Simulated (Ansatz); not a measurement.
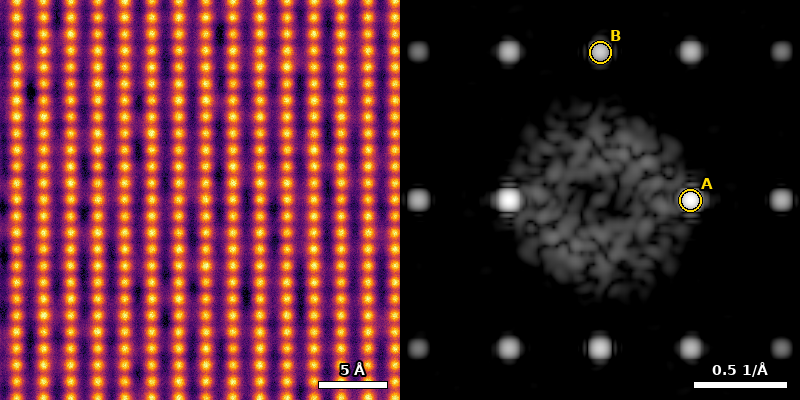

Integrated-DPC-like image of Ni (Fm-3m, No. 225) along [211]. Simulated as the projected potential of neutral atoms (B = 0.5 Å²) blurred by a 0.59 Å probe, the thin-sample limit of integrated differential phase contrast. The display is stretched by a gamma of 0.65; percentages refer to the linear signal. Shot noise and the speckle of an amorphous layer were added. Atomic positions: the end point of a relaxation with DFT PBE, scalar-relativistic, plane waves, PAW (Ansatz 0.2.0); the starting structure was generated, so it need not be a known form of this composition.

The right panel is the modulus of the image's Fourier transform on a logarithmic scale.

a = 3.511 Å, b = 3.511 Å, c = 3.511 Å, α = 90.00°, β = 90.00°, γ = 90.00°

### Index the marked spots and give their plane spacings (the zone axis points at the viewer; indices equivalent by symmetry, or all signs reversed, are as good).

A: (-1 1 1), d = 2.03 Å; B: (0 -2 2), d = 1.24 Å. A and B enclose 90°, and every spot obeys the zone law hu + kv + lw = 0 for [211].
